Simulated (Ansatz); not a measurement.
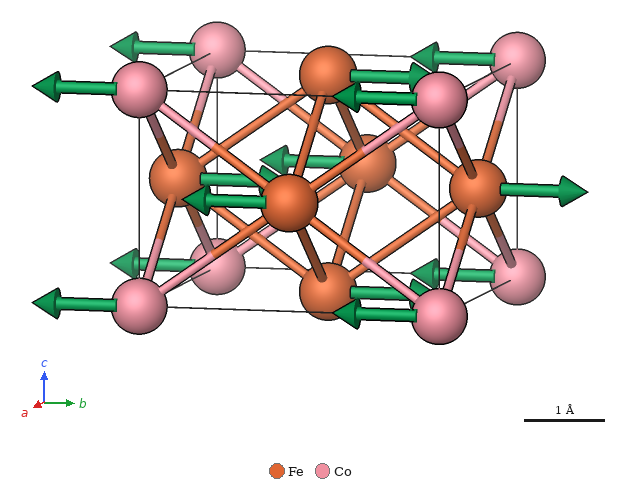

The lowest optical mode of a crystal of Fe$_{3}$Co, space group P4/mmm (No. 123), at the zone centre. The green arrows are the displacements of the atoms (eigenvector over the root of the mass), of arbitrary overall length and sign. A ball-and-stick model of the cell of the calculation, seen slightly off an axis.

Level of theory: DFT LDA, scalar-relativistic, plane waves, PAW (Ansatz 0.2.0).

Input file:
```yaml
crystal:
  lattice:
    - [3.9118920232, 0.0, 0.0]
    - [0.0, 3.9118920232, 0.0]
    - [0.0, 0.0, 2.7559011136]
  atoms:
    - { symbol: Fe, position: [0.5, 0.5, 0.0], spin: 2.33 }
    - { symbol: Fe, position: [0.5, 0.0, 0.5], spin: 2.64 }
    - { symbol: Fe, position: [0.0, 0.5, 0.5], spin: 2.64 }
    - { symbol: Co, position: [0.0, 0.0, 0.0], spin: 1.88 }
basis:
  ecutwfc: 420
kpoints:
  mp_grid: { grid: [12, 12, 16] }
hamiltonian:
  xc: lda
scf:
  occupations: { method: gaussian, width: 0.2 }
output:
  eigenvalues: true
  populations: true
magnetization:
  spin_polarized: true
phonons:
  method: dfpt
  eigenvectors: true
```

Run as
```bash
ansatz run input.yaml --threads 2 --pin off --max-ram 6144MiB --backend cpu --events-out ev --progress --plain --runs-dir out
```

The frequencies depend somewhat on the k-mesh and the smearing.

Is the structure stable against all modes at this point?

Answer. Yes: this softest mode has a real frequency, and so have all others here. That speaks for this wave vector alone: the rest of the zone wasn't checked in this run. This is the E_u mode (doubly degenerate; one member of the set is drawn) at 180 cm⁻¹, the lowest optical level, infrared-active by symmetry. All motion is along b; the kinetic energy is shared as Fe 75 %, Co 25 %. The crystal is a metal, so free carriers screen the infrared response.
